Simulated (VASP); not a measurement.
# Geometry relaxation, with input and output: Li (part 1 of 2)

Li (3 atoms in the cell), computed with Kohn-Sham DFT of a periodic cell, PBE, VASP PAW PBE potentials, recommended, no spin polarisation (VASP 6.6.1).

The structure derives from an entry of the Crystallography Open Database.

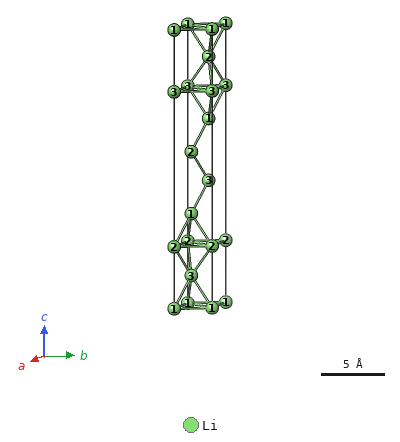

*The structure as given in the input (ball-and-stick view of the cell 3 times as large as that of the calculation, set on its symmetry axes, seen slightly off an axis; atoms are numbered from 1 in the order of the input).*

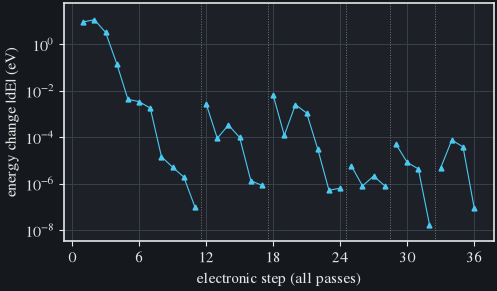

*Convergence of the self-consistent field: energy change |dE| against the electronic step. Each stretch between dotted lines is the SCF of one geometry step of a relaxation.*

The 6 ionic steps take 4 to 11 electronic steps each.

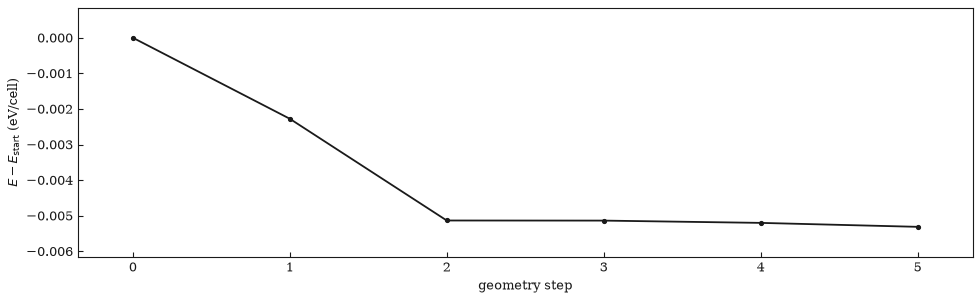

*Progress of the relaxation, step by step (steps are counted from 0).*

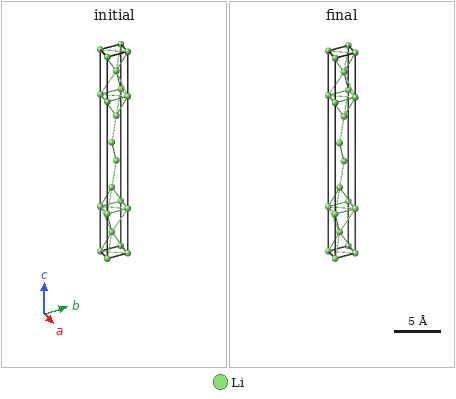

*Before (left) and after (right) the relaxation, at one scale (ball-and-stick view of the cell 3 times as large as that of the calculation, set on its symmetry axes, seen slightly off an axis).*

After 5 geometry steps the energy has fallen by 5.3 meV per cell of the calculation. The largest force component goes from 0.011 to 0.0023 eV/Å. The largest moves relative to the cell, 0.004 Å, are those of Li2 and Li3. The drawn cell changes as follows: a = b 3.101 → 3.045 Å (−1.8 %), c 22.765 → 22.621 Å (−0.6 %); the volume changes by −4.2 %. Distances before and after: Li1–Li1 3.101 → 3.045 Å, Li1–Li2 3.103 → 3.068 Å, Li2–Li3 3.091 → 3.066 Å. The space group stays R-3m (No. 166). (Atoms are counted from 1 in the order of the input.)

The input and output of the run follow.

### INCAR
```
SYSTEM = Li
ALGO = Normal
EDIFF = 1E-6
EDIFFG = -0.01
ENCUT = 520
GGA = PE
IBRION = 2
ISIF = 3
ISMEAR = 0
LASPH = .TRUE.
LCHARG = .FALSE.
LREAL = .FALSE.
LWAVE = .FALSE.
NELM = 120
NSW = 90
PREC = Accurate
SIGMA = 0.1
```

### KPOINTS
```
k-points
0
G
  13 13 13
  0 0 0
```

### POSCAR
```
Li
1.0
    1.5505000000      0.8951815900      7.5883000000
   -1.5505000000      0.8951815900      7.5883000000
    0.0000000000     -1.7903631800      7.5883000000
Li
3
Direct
    0.0000000000      0.0000000000      0.0000000000
    0.2220000000      0.2220000000      0.2220000000
    0.7780000000      0.7780000000      0.7780000000
```

Command:
```bash
cat potpaw_PBE.64/Li_sv/POTCAR > POTCAR
mpirun -np 1 vasp_std > vasp.out
```

### OSZICAR
```
N       E                     dE             d eps       ncg     rms          rms(c)
DAV:   1     0.929164420298E+01    0.92916E+01   -0.40183E+03  3696   0.983E+02
DAV:   2    -0.228880480281E+01   -0.11580E+02   -0.11254E+02  4992   0.101E+02
DAV:   3    -0.556813569371E+01   -0.32793E+01   -0.32674E+01  6560   0.503E+01
DAV:   4    -0.571516833633E+01   -0.14703E+00   -0.14664E+00  4696   0.114E+01
DAV:   5    -0.571946718847E+01   -0.42989E-02   -0.42986E-02  6304   0.177E+00    0.416E-01
DAV:   6    -0.571602746677E+01    0.34397E-02   -0.15876E-03  6664   0.318E-01    0.235E-01
DAV:   7    -0.571422473118E+01    0.18027E-02   -0.18620E-03  6960   0.307E-01    0.374E-02
DAV:   8    -0.571423950280E+01   -0.14772E-04   -0.27740E-04  5544   0.145E-01    0.207E-02
DAV:   9    -0.571423436738E+01    0.51354E-05   -0.11167E-05  5928   0.299E-02    0.103E-02
DAV:  10    -0.571423631647E+01   -0.19491E-05   -0.76669E-07  3472   0.111E-02    0.494E-04
DAV:  11    -0.571423621611E+01    0.10036E-06   -0.22796E-07  2864   0.589E-03
   1 F= -.57142362E+01 E0= -.57097117E+01  d E =-.571424E+01
       N       E                     dE             d eps       ncg     rms          rms(c)
DAV:   1    -0.571703968919E+01   -0.28034E-02   -0.30198E-02  5616   0.215E+00    0.331E-01
DAV:   2    -0.571694867280E+01    0.91016E-04   -0.54652E-03  4536   0.762E-01    0.237E-01
DAV:   3    -0.571661115555E+01    0.33752E-03   -0.14438E-03  7168   0.265E-01    0.122E-01
DAV:   4    -0.571651220921E+01    0.98946E-04   -0.18572E-04  4704   0.165E-01    0.187E-02
DAV:   5    -0.571651357575E+01   -0.13665E-05   -0.40679E-05  5552   0.598E-02    0.492E-03
DAV:   6    -0.571651272545E+01    0.85030E-06   -0.99171E-07  2928   0.128E-02
   2 F= -.57165127E+01 E0= -.57120146E+01  d E =-.227651E-02
       N       E                     dE             d eps       ncg     rms          rms(c)
DAV:   1    -0.572312471894E+01   -0.66111E-02   -0.24995E-01  5352   0.635E+00    0.935E-01
DAV:   2    -0.572300270196E+01    0.12202E-03   -0.49500E-02  4584   0.232E+00    0.686E-01
DAV:   3    -0.572045170536E+01    0.25510E-02   -0.12901E-02  7104   0.805E-01    0.404E-01
DAV:   4    -0.571934094979E+01    0.11108E-02   -0.17266E-03  5048   0.501E-01    0.519E-02
DAV:   5    -0.571937154150E+01   -0.30592E-04   -0.42077E-04  5544   0.192E-01    0.120E-02
DAV:   6    -0.571937206675E+01   -0.52525E-06   -0.10271E-05  5376   0.370E-02    0.402E-03
DAV:   7    -0.571937141938E+01    0.64737E-06   -0.73603E-07  3072   0.102E-02
   3 F= -.57193714E+01 E0= -.57149475E+01  d E =-.513520E-02
       N       E                     dE             d eps       ncg     rms          rms(c)
DAV:   1    -0.571937801047E+01   -0.59437E-05   -0.20568E-04  5680   0.177E-01    0.275E-02
DAV:   2    -0.571937720128E+01    0.80920E-06   -0.37711E-05  4512   0.630E-02    0.197E-02
DAV:   3    -0.571937505749E+01    0.21438E-05   -0.95966E-06  6752   0.226E-02    0.101E-02
DAV:   4    -0.571937424507E+01    0.81242E-06   -0.15490E-06  2736   0.151E-02
   4 F= -.57193742E+01 E0= -.57149524E+01  d E =-.513803E-02
       N       E                     dE             d eps       ncg     rms          rms(c)
DAV:   1    -0.571942576133E+01   -0.50704E-04   -0.65757E-03  4000   0.113E+00    0.444E-02
DAV:   2    -0.571943414153E+01   -0.83802E-05   -0.42609E-05  6032   0.783E-02    0.272E-02
DAV:   3    -0.571943849948E+01   -0.43579E-05   -0.21782E-06  5664   0.179E-02    0.873E-04
DAV:   4    -0.571943851693E+01   -0.17454E-07   -0.41603E-07  2728   0.702E-03
   5 F= -.57194385E+01 E0= -.57150366E+01  d E =-.642719E-04
       N       E                     dE             d eps       ncg     rms          rms(c)
DAV:   1    -0.571943368977E+01    0.48097E-05   -0.59132E-02  4000   0.339E+00    0.133E-01
DAV:   2    -0.571951055617E+01   -0.76866E-04   -0.39025E-04  6048   0.236E-01    0.813E-02
DAV:   3    -0.571954932259E+01   -0.38766E-04   -0.19584E-05  5832   0.537E-02    0.259E-03
DAV:   4    -0.571954941530E+01   -0.92706E-07   -0.37893E-06  5232   0.212E-02
   6 F= -.57195494E+01 E0= -.57151954E+01  d E =-.175170E-03
```

### Parts of OUTCAR
```
SYSTEM = Li
   EDIFF = 1E-6
   EDIFFG = -0.01
   ENCUT = 520
   GGA = PE
   IBRION = 2
   ISIF = 3
   ISMEAR = 0
   LASPH = .TRUE.
   LREAL = .FALSE.
   NELM = 120
   NSW = 90
   PREC = Accurate

 ion  position               nearest neighbor table
   1  0.000  0.000  0.000-
   2  0.222  0.222  0.222-
   3  0.778  0.778  0.778-

  LATTYP: Found a trigonal (rhomboedric) cell.
 ALAT       =     7.7966465368
 COS(alpha) =     0.9209033949

  Lattice vectors:

 A1 = (   1.5505000000,   0.8951815900,   7.5883000000)
 A2 = (  -1.5505000000,   0.8951815900,   7.5883000000)
 A3 = (   0.0000000000,  -1.7903631800,   7.5883000000)

Analysis of symmetry for initial positions (statically):
=====================================================================
 Subroutine PRICEL returns:
 Original cell was already a primitive cell.

 Routine SETGRP: Setting up the symmetry group for a
 trigonal (rhombohedral) supercell.

 Subroutine GETGRP returns: Found 12 space group operations
 (whereof 12 operations were pure point group operations)
 out of a pool of 12 trial point group operations.

The static configuration has the point symmetry D_3d.

Analysis of symmetry for dynamics (positions and initial velocities):
=====================================================================
 Subroutine PRICEL returns:
 Original cell was already a primitive cell.

 Routine SETGRP: Setting up the symmetry group for a
 trigonal (rhombohedral) supercell.

 Subroutine GETGRP returns: Found 12 space group operations
 (whereof 12 operations were pure point group operations)
 out of a pool of 12 trial point group operations.

The dynamic configuration has the point symmetry D_3d.

 Subroutine INISYM returns: Found 12 space group operations
 (whereof 12 operations are pure point group operations),
 and found     1 'primitive' translations

----------------------------------------------------------------------------------------

                                     Primitive cell

  volume of cell :      63.1944

  direct lattice vectors                    reciprocal lattice vectors
     1.550500000  0.895181590  7.588300000     0.322476620  0.186181964  0.043927274
    -1.550500000  0.895181590  7.588300000    -0.322476620  0.186181964  0.043927274
     0.000000000 -1.790363180  7.588300000     0.000000000 -0.372363928  0.043927274

  length of vectors
     7.796646537  7.796646537  7.796646536     0.374945996  0.374945996  0.374945997

  position of ions in fractional coordinates (direct lattice)
     0.000000000  0.000000000  0.000000000
     0.222000000  0.222000000  0.222000000
     0.778000000  0.778000000  0.778000000

  ion indices of the primitive-cell ions
   primitive index   ion index
                 1           1
                 2           2
                 3           3

----------------------------------------------------------------------------------------

 KPOINTS: k-points

Automatic generation of k-mesh.
 Grid dimensions read from file:
 generate k-points for:   13   13   13

 Generating k-lattice:

  Cartesian coordinates                     Fractional coordinates (reciprocal lattice)
     0.024805894  0.014321690  0.003379021     0.076923077  0.000000000  0.000000000
    -0.024805894  0.014321690  0.003379021     0.000000000  0.076923077  0.000000000
     0.000000000 -0.028643379  0.003379021     0.000000000  0.000000000  0.076923077

  Length of vectors
     0.028842000  0.028842000  0.028842000

  Shift w.r.t. Gamma in fractional coordinates (k-lattice)
     0.000000000  0.000000000  0.000000000

 Subroutine IBZKPT returns following result:
 ===========================================

 Found    231 irreducible k-points:

 Following reciprocal coordinates:
            Coordinates               Weight
  0.000000  0.000000  0.000000      1.000000
  0.076923 -0.000000  0.000000      6.000000
  0.153846  0.000000  0.000000      6.000000
  0.230769 -0.000000  0.000000      6.000000
  0.307692  0.000000  0.000000      6.000000
  0.384615  0.000000  0.000000      6.000000
  0.461538  0.000000  0.000000      6.000000
  0.076923  0.076923  0.000000      6.000000
  0.153846  0.076923  0.000000     12.000000
  0.230769  0.076923  0.000000     12.000000
  0.307692  0.076923  0.000000     12.000000
  0.384615  0.076923  0.000000     12.000000
  0.461538  0.076923  0.000000     12.000000
 -0.461538  0.076923 -0.000000     12.000000
 -0.384615  0.076923  0.000000     12.000000
 -0.307692  0.076923  0.000000     12.000000
 -0.230769  0.076923 -0.000000     12.000000
 -0.153846  0.076923 -0.000000     12.000000
 -0.076923  0.076923  0.000000      6.000000
  0.153846  0.153846  0.000000      6.000000
  0.230769  0.153846  0.000000     12.000000
  0.307692  0.153846  0.000000     12.000000
  0.384615  0.153846  0.000000     12.000000
  0.461538  0.153846  0.000000     12.000000
 [... further k-points ...]
   k-points           NKPTS =    231   k-points in BZ     NKDIM =    231   number of bands    NBANDS=      8
   number of dos      NEDOS =    301   number of ions     NIONS =      3
   total plane-waves  NPLWV = 216000
   dimension x,y,z NGX =    60 NGY =   60 NGZ =   60
   dimension x,y,z NGXF=   120 NGYF=  120 NGZF=  120
   ions per type =               3
   NGX,Y,Z   is equivalent  to a cutoff of  12.79, 12.79, 12.79 a.u.
   NGXF,Y,Z  is equivalent  to a cutoff of  25.59, 25.59, 25.59 a.u.
 SYSTEM =  Li
   PREC   = accura    normal or accurate (medium, high low for compatibility)
   ISTART =      0    job   : 0-new  1-cont  2-samecut
   ICHARG =      2    charge: 1-file 2-atom 10-const
   ISPIN  =      1    spin polarized calculation?
   LNONCOLLINEAR =      F non collinear calculations
   LSORBIT =      F    spin-orbit coupling
   LASPH  =      T    aspherical Exc in radial PAW
   ENCUT  =  520.0 eV  38.22 Ry    6.18 a.u.  14.50 14.50 14.50*2*pi/ulx,y,z
   NELM   =    120;   NELMIN=  2; NELMDL= -5     # of ELM steps
   EDIFF  = 0.1E-05   stopping-criterion for ELM
   LREAL  =      F    real-space projection
   EDIFFG = -.1E-01   stopping-criterion for IOM
   NSW    =     90    number of steps for IOM
   IBRION =      2    ionic relax: 0-MD 1-quasi-New 2-CG
   NFREE  =      1    steps in history (QN), initial steepest desc. (CG)
   ISIF   =      3    stress and relaxation
   ISYM   =      2    0-nonsym 1-usesym 2-fastsym
   POTIM  = 0.5000    time-step for ionic-motion
   TEBEG  =    0.0;   TEEND  =   0.0 temperature during run
   PSTRESS=    0.0 pullay stress
   NELECT =       9.0000    total number of electrons
   NUPDOWN=      -1.0000    fix difference up-down
   EMIN   =  10.00;   EMAX   =-10.00  energy-range for DOS
   EFERMI =   0.00;   METHOD = LEGACY
   ISMEAR =     0;   SIGMA  =   0.10  broadening in eV -4-tet -1-fermi 0-gaus
   EFERMI_NEDOS =   21; number of points for ismear=-14 and -15
   IALGO  =     38    algorithm
   IMIX   =      4    mixing-type and parameters
     AMIX     =   0.40;   BMIX     =  1.00
     AMIX_MAG =   1.60;   BMIX_MAG =  1.00
  volume/ion in A,a.u.               =      21.06       142.15
  Fermi-wavevector in a.u.,A,eV,Ry     =   0.854928  1.615579  9.944520  0.730902
  Thomas-Fermi vector in A             =   1.971599
   LORBIT       =      0    0 simple, 1 ext, 2 COOP (PROOUT), +10 PAW based schemes
   GGA     = PE    functional components
   LHFCALC =     F    Hartree Fock is set to
   AEXX    =    0.0000 exact exchange contribution
   IVDW    =     0    specifies the selected vdW correction
   LEPSILON=     F    determine dielectric tensor
   LRPA    =     F    only Hartree local field effects (RPA)
 conjugate gradient relaxation of ions
 non-spin polarized calculation
 Gauss-broadening in eV      SIGMA  =   0.10
  energy-cutoff  :      520.00
  volume of cell :       63.19
 maximum number of plane-waves:      1714
 NGX is ok and might be reduce to    60
   NGX = 29   NGY = 29   NGZ = 29

--------------------------------------- Ionic step        1  -------------------------------------------

 number of electron       9.0000011 magnetization

 Free energy of the ion-electron system (eV)
  ---------------------------------------------------
  ext. energy  EPLUGINS =         0.00000000
  ---------------------------------------------------
  free energy    TOTEN  =        -5.71423622 eV

  energy without entropy =       -5.70518719  energy(sigma->0) =       -5.70971170

------------------------ aborting loop because EDIFF is reached ----------------------------------------

  FORCE on cell =-STRESS in cart. coord.  units (eV):
  Direction    XX          YY          ZZ          XY          YZ          ZX
  --------------------------------------------------------------------------------------
  -------------------------------------------------------------------------------------
  Total       -0.2579899     -0.2579899     -0.1692890      0.0000000      0.0000000     -0.0000000
  in kB       -6.5408563     -6.5408563     -4.2920095      0.0000000      0.0000000     -0.0000000
  external PRESSURE =      -5.7912407 kB  Pullay stress =       0.0000000 kB

 VOLUME and BASIS-vectors are now :
 -----------------------------------------------------------------------------
  energy-cutoff  :      520.00
  volume of cell :       63.19
      direct lattice vectors                 reciprocal lattice vectors
     1.550500000  0.895181590  7.588300000     0.322476620  0.186181964  0.043927274
    -1.550500000  0.895181590  7.588300000    -0.322476620  0.186181964  0.043927274
     0.000000000 -1.790363180  7.588300000     0.000000000 -0.372363928  0.043927274

 POSITION                                       TOTAL-FORCE (eV/Angst)
```
